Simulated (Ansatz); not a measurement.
## TiC₆₃ (charge −1): single-point calculation (part 3 of 3)

TiC₆₃ (defect cell, 64 atoms in the cell, total charge −1); DFT PBE, scalar-relativistic, plane waves, PAW, spin-polarised (Ansatz 0.2.0); cutoff 420 eV, 2×2×2 k-mesh, Gaussian smearing of 0.05 eV, collinear spins. The structure derives from an entry of the Crystallography Open Database.

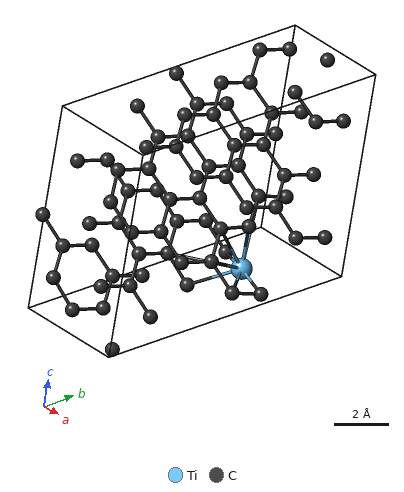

The input geometry (ball-and-stick view of the cell of the calculation, seen slightly off an axis). An atom can appear more than once, as a periodic image.

Output, continued:
```
  k-point 7 ↓: bands = ["-48.8525", "-25.4136", "-25.3489", "-25.0402", "-12.3414", "-11.9345", "-11.0136", "-10.9239", "-10.9173", "-10.8492", "-10.8181", "-10.7748", "-10.5864", "-10.5648", "-10.5350", "-10.3869", "-10.3719", "-9.4286", "-8.0669", "-8.0474", "-8.0276", "-8.0184", "-7.9838", "-7.9682", "-7.7524", "-7.7138", "-7.6850", "-7.4825", "-7.4660", "-7.2044", "-7.0265", "-7.0155", "-7.0024", "-6.6297", "-6.6214", "-6.0542", "-6.0187", "-6.0078", "-5.9183", "-5.4243",
      "-5.3793", "-4.2560", "-3.2902", "-3.2811", "-3.2740", "-3.2705", "-3.2198", "-3.2097", "-3.0487", "-3.0433", "-2.9475", "-2.6042", "-2.5909", "-1.7909", "-1.7768", "-1.6921", "-1.6877", "-1.6851", "-1.6795", "-1.6498", "-1.4941", "-1.4507", "-1.3880", "-0.8420", "-0.7848", "-0.6449", "-0.5105", "-0.1769", "-0.1744", "-0.1705", "-0.1280", "-0.1164", "-0.1073", "-0.0896", "0.1422", "0.1594", "0.1884", "0.5229", "0.5617", "0.6159",
      "0.6698", "0.7096", "0.7678", "0.8512", "0.8572", "0.8619", "0.8637", "1.0441", "1.1845", "1.6008", "1.6600", "2.0688", "2.1320", "2.1600", "2.2102", "2.2216", "2.2291", "2.2627", "2.2767", "2.2815", "2.2826", "2.4256", "2.5103", "2.5468", "2.5634", "2.6293", "2.7611", "3.8731", "3.9160", "4.0147", "4.0358", "4.1120", "4.1546", "4.2869", "4.2912", "4.3451", "4.4023", "4.4918", "4.6034", "4.7088",
      "4.7126", "4.7690", "4.9076", "5.0263", "5.1016", "5.1775", "5.1927", "5.2518", "5.3786", "6.3493", "6.4427", "6.9020", "8.5574", "8.8099", "8.9084", "9.0700", "9.2088", "9.3700", "9.6550", "9.6863", "9.9066", "9.9870", "10.0389", "10.0610", "10.1543", "10.1842", "10.3792", "10.4561", "10.4789", "10.7560", "10.8050", "11.0432", "11.8930", "11.9795", "12.9559", "13.4879", "13.6440", "13.8445", "13.9299", "14.0321",
      "14.1765", "14.2318", "14.3555", "14.4253", "14.4929", "14.5927", "14.6357", "14.6874", "14.7278", "14.7408", "14.7714", "14.8699", "14.9586", "14.9965", "15.0541", "15.1742", "15.2097", "15.2769", "15.3361", "15.3512", "15.4264", "15.4423", "15.4632", "15.4855", "15.5136", "15.5671", "15.7409", "15.7488", "15.8711", "15.8933", "16.0094", "16.0580", "16.1070", "16.9533", "17.0284", "17.2124", "17.2559"]
--- Löwdin populations: 64 sites ---
  site symbol       q [e]    m [muB]
     0     Ti     11.0259    -0.0000
     1      C      3.9774    -0.0000
     2      C      3.9756     0.0000
     3      C      3.9780     0.0000
     4      C      4.0670     0.0000
     5      C      3.9917     0.0000
     6      C      3.9809    -0.0000
     7      C      3.9915     0.0000
     8      C      3.9767     0.0000
     9      C      3.9729    -0.0000
    10      C      3.9751     0.0000
    11      C      3.9835     0.0000
    12      C      3.9740     0.0000
    13      C      3.9857     0.0000
    14      C      3.9784     0.0000
    15      C      3.9758    -0.0000
    16      C      4.0076    -0.0000
    17      C      3.9752    -0.0000
    18      C      3.9802    -0.0000
    19      C      4.0082    -0.0000
    20      C      3.9977     0.0000
    21      C      3.9975     0.0000
    22      C      3.9841     0.0000
    23      C      3.9847     0.0000
    24      C      3.9813     0.0000
    25      C      3.9840     0.0000
    26      C      3.9864     0.0000
    27      C      3.9861     0.0000
    28      C      3.9788     0.0000
    29      C      3.9707     0.0000
    30      C      3.9704     0.0000
    31      C      3.9790     0.0000
    32      C      4.0099    -0.0000
    33      C      3.9979     0.0000
    34      C      4.0084    -0.0000
    35      C      4.2161    -0.0000
    36      C      3.9861     0.0000
    37      C      3.9703    -0.0000
    38      C      3.9870     0.0000
    39      C      4.0543     0.0000
    40      C      4.0373    -0.0000
    41      C      3.9838    -0.0000
    42      C      3.9908    -0.0000
    43      C      3.9857    -0.0000
    44      C      3.9674    -0.0000
    45      C      3.9735    -0.0000
    46      C      3.9793    -0.0000
    47      C      3.9709    -0.0000
    48      C      3.9697    -0.0000
    49      C      3.9767    -0.0000
    50      C      3.9707    -0.0000
    51      C      3.9685    -0.0000
    52      C      4.1975     0.0000
    53      C      3.9824    -0.0000
    54      C      3.9842    -0.0000
    55      C      4.1960     0.0000
    56      C      3.9922    -0.0000
    57      C      3.9769    -0.0000
    58      C      3.9785    -0.0000
    59      C      3.9903    -0.0000
    60      C      4.0014    -0.0000
    61      C      4.0013    -0.0000
    62      C      3.9837    -0.0000
    63      C      3.9853    -0.0000
  spilling = 0.008091 (of n_electrons = 265.000000)
--- Bader charges: 64 sites ---
  site symbol  charge [e]  shift [e]    m [muB]
     0     Ti      1.5850     0.0041     0.0000
     1      C     -0.0276     0.0036     0.0000
     2      C     -0.0208     0.0010     0.0000
     3      C     -0.0273     0.0035     0.0000
     4      C     -0.1447     0.0005     0.0000
     5      C     -0.0211     0.0004     0.0000
     6      C     -0.0104     0.0005     0.0000
     7      C     -0.0198     0.0005     0.0000
     8      C     -0.0234     0.0014     0.0000
     9      C     -0.0201     0.0016     0.0000
    10      C     -0.0216     0.0013     0.0000
    11      C     -0.0226     0.0006     0.0000
    12      C     -0.0026     0.0008     0.0000
    13      C     -0.0043     0.0018     0.0000
    14      C     -0.0073     0.0006     0.0000
    15      C     -0.0060     0.0004     0.0000
    16      C     -0.0525     0.0005     0.0000
    17      C     -0.0014     0.0010     0.0000
    18      C     -0.0059     0.0009     0.0000
    19      C     -0.0541     0.0007     0.0000
    20      C     -0.0843     0.0053     0.0000
    21      C     -0.0832     0.0051     0.0000
    22      C     -0.0229     0.0008     0.0000
    23      C     -0.0237     0.0008     0.0000
    24      C     -0.0076     0.0009     0.0000
    25      C     -0.0088     0.0010     0.0000
    26      C     -0.0102     0.0011     0.0000
    27      C     -0.0099     0.0011     0.0000
    28      C     -0.0325     0.0027     0.0000
    29      C     -0.0230     0.0021     0.0000
    30      C     -0.0224     0.0021     0.0000
    31      C     -0.0317     0.0027     0.0000
    32      C     -0.0307     0.0015     0.0000
    33      C     -0.0197     0.0014     0.0000
    34      C     -0.0297     0.0014     0.0000
    35      C     -0.3065     0.0096     0.0000
    36      C     -0.0233     0.0004     0.0000
    37      C     -0.0117     0.0007     0.0000
    38      C     -0.0253     0.0006     0.0000
    39      C     -0.1540     0.0020     0.0000
    40      C     -0.0718     0.0006     0.0000
    41      C     -0.0184     0.0001     0.0000
    42      C     -0.0189     0.0008     0.0000
    43      C     -0.0195     0.0001     0.0000
    44      C     -0.0121     0.0010     0.0000
    45      C     -0.0114     0.0003     0.0000
    46      C     -0.0120     0.0002     0.0000
    47      C     -0.0101     0.0004     0.0000
    48      C     -0.0049     0.0001     0.0000
    49      C     -0.0104     0.0001     0.0000
    50      C     -0.0067     0.0002     0.0000
    51      C     -0.0050     0.0002     0.0000
    52      C     -0.3408     0.0071     0.0000
    53      C     -0.0212     0.0005     0.0000
    54      C     -0.0220     0.0005     0.0000
    55      C     -0.3400     0.0071     0.0000
    56      C     -0.0476     0.0020     0.0000
    57      C     -0.0116     0.0000     0.0000
    58      C     -0.0122     0.0001     0.0000
    59      C     -0.0464     0.0021     0.0000
    60      C     -0.0188     0.0019     0.0000
    61      C     -0.0183     0.0019     0.0000
    62      C     -0.0246     0.0007     0.0000
    63      C     -0.0259     0.0007     0.0000
  estimated error of the sums over rays = 7.3e-4 e
```

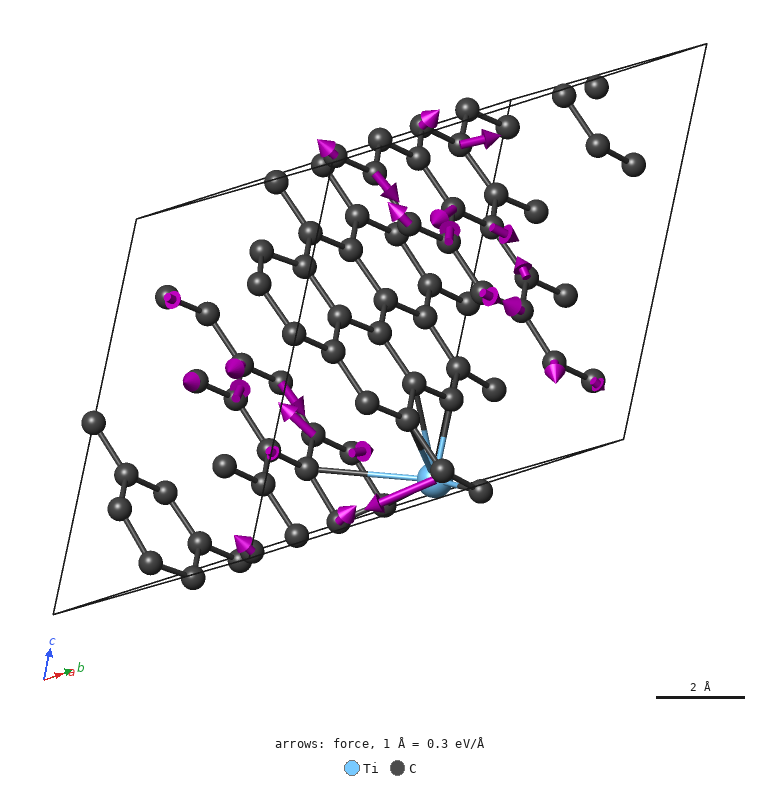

Forces on the atoms as pink arrows (ball-and-stick view of the cell of the calculation, seen at an oblique angle); the smallest are left out. The largest act on Ti1 (0.54 eV/Å); C8 (0.35 eV/Å); C6 (0.34 eV/Å); C40 (0.30 eV/Å), among others. Atoms are counted from 1 in the order of the input and aren't labelled in the picture. The geometry is not a stationary point of this energy.

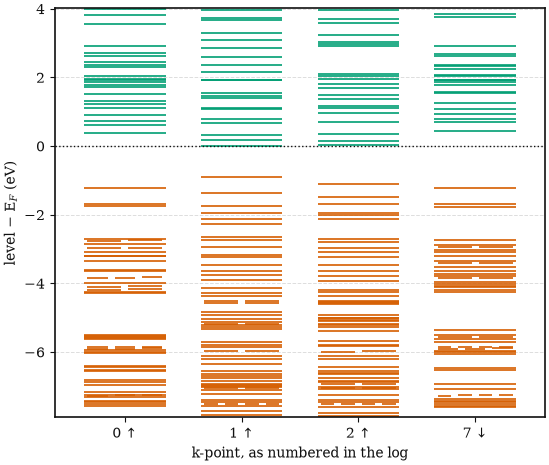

Kohn–Sham levels near the Fermi level (dotted) at the few k-points that the log prints; levels within 0.02 eV of each other stand side by side. The system is metallic on the full mesh.

This output came from the following input.

Input file:
```yaml
crystal:
  lattice:
    - [0.0, -4.254, -6.696]
    - [-4.912, 4.254, -6.696]
    - [4.912, 4.254, -6.696]
  atoms:
    - { symbol: Ti, position: [0.5613387083, 0.7155776964, 0.04542501], spin: 0.2 }
    - { symbol: C, position: [0.3839125991, 0.8090051571, 0.3240670999] }
    - { symbol: C, position: [0.1362745194, 0.8082580952, 0.5696744693] }
    - { symbol: C, position: [0.8894801821, 0.8080303823, 0.8157080503] }
    - { symbol: C, position: [0.4456664947, 0.5264969665, 0.0130530553] }
    - { symbol: C, position: [0.2011385895, 0.5303572398, 0.2663946869] }
    - { symbol: C, position: [0.9552406447, 0.5321637308, 0.517604642] }
    - { symbol: C, position: [0.7024219829, 0.5304711964, 0.7654674714] }
    - { symbol: C, position: [0.1352249888, 0.3052754321, 0.0688195609] }
    - { symbol: C, position: [0.8823247674, 0.306350721, 0.3177930143] }
    - { symbol: C, position: [0.6349887904, 0.3056821199, 0.5704353604] }
    - { symbol: C, position: [0.3825706669, 0.3051140142, 0.8181133083] }
    - { symbol: C, position: [0.9508452165, 0.0301555912, 0.0155752974] }
    - { symbol: C, position: [0.7027047953, 0.0308796735, 0.2663284307] }
    - { symbol: C, position: [0.4528284677, 0.0310370627, 0.5162791619] }
    - { symbol: C, position: [0.2003250113, 0.0299868421, 0.7651177604] }
    - { symbol: C, position: [0.1957250364, 0.778632284, 0.0137027669] }
    - { symbol: C, position: [0.9523329524, 0.7810448272, 0.2664501039] }
    - { symbol: C, position: [0.703813585, 0.7815711521, 0.5165485392] }
    - { symbol: C, position: [0.4480739197, 0.7791141198, 0.7629673395] }
    - { symbol: C, position: [0.8914267517, 0.5574816116, 0.0689201124] }
    - { symbol: C, position: [0.6380254004, 0.5582395964, 0.3248462172] }
    - { symbol: C, position: [0.3879507934, 0.5579492851, 0.5720397335] }
    - { symbol: C, position: [0.1381416066, 0.5572858973, 0.8197716195] }
    - { symbol: C, position: [0.7018578806, 0.279915439, 0.0158222851] }
    - { symbol: C, position: [0.4524093381, 0.2803222741, 0.2665122875] }
    - { symbol: C, position: [0.2043118829, 0.2815617687, 0.5172368834] }
    - { symbol: C, position: [0.9537523183, 0.2812872304, 0.766882185] }
    - { symbol: C, position: [0.374077102, 0.0507268404, 0.0622422351] }
    - { symbol: C, position: [0.1318416103, 0.0559641123, 0.3176451115] }
    - { symbol: C, position: [0.8817588026, 0.0558626684, 0.5674106668] }
    - { symbol: C, position: [0.6216871087, 0.0505709889, 0.8142052778] }
    - { symbol: C, position: [0.2948536322, 0.9716654, 0.2337364993] }
    - { symbol: C, position: [0.0506703635, 0.9736497736, 0.4852896299] }
    - { symbol: C, position: [0.7959577832, 0.9712922754, 0.7313515015] }
    - { symbol: C, position: [0.5205711476, 0.9633183848, 0.9693600388], spin: 0.2 }
    - { symbol: C, position: [0.1160014514, 0.6963898974, 0.1822734265] }
    - { symbol: C, position: [0.8713029354, 0.6984447375, 0.4339383576] }
    - { symbol: C, position: [0.6182996084, 0.6969273052, 0.6815643668] }
    - { symbol: C, position: [0.3587919113, 0.6931646813, 0.9275692827] }
    - { symbol: C, position: [0.8024077494, 0.4746131291, 0.2361845666] }
    - { symbol: C, position: [0.5545589515, 0.4730027741, 0.4907160575] }
    - { symbol: C, position: [0.3025826938, 0.4729842542, 0.7365076382] }
    - { symbol: C, position: [0.0565398068, 0.4722366832, 0.986159347] }
    - { symbol: C, position: [0.6184736752, 0.1969511424, 0.1826208025] }
    - { symbol: C, position: [0.3701503687, 0.1979415371, 0.4336456908] }
    - { symbol: C, position: [0.1199886694, 0.1978827272, 0.6833029857] }
    - { symbol: C, position: [0.8690861045, 0.1972486984, 0.9327002821] }
    - { symbol: C, position: [0.8682365179, 0.9472008451, 0.182512528] }
    - { symbol: C, position: [0.6198506527, 0.9479435724, 0.4330950587] }
    - { symbol: C, position: [0.366631672, 0.946894202, 0.6812612539] }
    - { symbol: C, position: [0.1151148243, 0.9463549468, 0.9309875069] }
    - { symbol: C, position: [0.5474255764, 0.7218774919, 0.248723499], spin: 0.2 }
    - { symbol: C, position: [0.303979418, 0.7254798343, 0.490150054] }
    - { symbol: C, position: [0.0567588651, 0.7248345865, 0.7354235473] }
    - { symbol: C, position: [0.8141818853, 0.7208644642, 0.9787955762], spin: 0.2 }
    - { symbol: C, position: [0.3661148388, 0.4455844873, 0.1824662488] }
    - { symbol: C, position: [0.1211004527, 0.448303343, 0.4342303312] }
    - { symbol: C, position: [0.8714461471, 0.4483010521, 0.6838386209] }
    - { symbol: C, position: [0.6172546351, 0.4455422803, 0.9311564397] }
    - { symbol: C, position: [0.0481180787, 0.2225015103, 0.2343415697] }
    - { symbol: C, position: [0.7989377364, 0.2227135293, 0.4841509325] }
    - { symbol: C, position: [0.5484507736, 0.2211239485, 0.7350168953] }
    - { symbol: C, position: [0.2987602406, 0.2210124905, 0.9841353502] }
magnetization:
  spin_polarized: true
total_charge: -1
basis:
  ecutwfc: 420
  fft_grid_basis: typed
kpoints:
  mp_grid: { grid: [2, 2, 2] }
hamiltonian:
  xc: pbe
  pseudopotentials: { kind: paw }
scf:
  occupations: { method: gaussian, width: 0.05 }
output:
  forces: true
  stress: false
  eigenvalues: true
  bader: true
  write_density: true
  volumetric_format: npy
  populations: true
```

Launched with:
```bash
ansatz run input.yaml --threads 4 --pin off --max-ram 10240MiB --backend cpu --events-out ev --progress --plain --runs-dir out
```

Results in brief:

| quantity | value |
| --- | --- |
| outcome | converged |
| electrons treated | 265 |
| free energy | −18295.2556 eV |
| Fermi energy | 8.123 eV |
| gap on the k-point mesh | none (metallic) |
| net moment of the cell | 0.00 μB |
| integrated absolute moment | 0.00 μB |
| largest force (length of the vector) | 0.540 eV/Å |
| hardware | 4 threads of Arm Neoverse V1, 24 GiB of memory available, shared host |
| wall time | 6.1 min (CPU time 24 min) |
| peak memory | 3.2 GiB |

Remarks:

The program warns: some starting moments were not kept. The cell is charged and computed with a neutralising background, so its energy and pressure depend on the cell and aren't those of a real crystal.
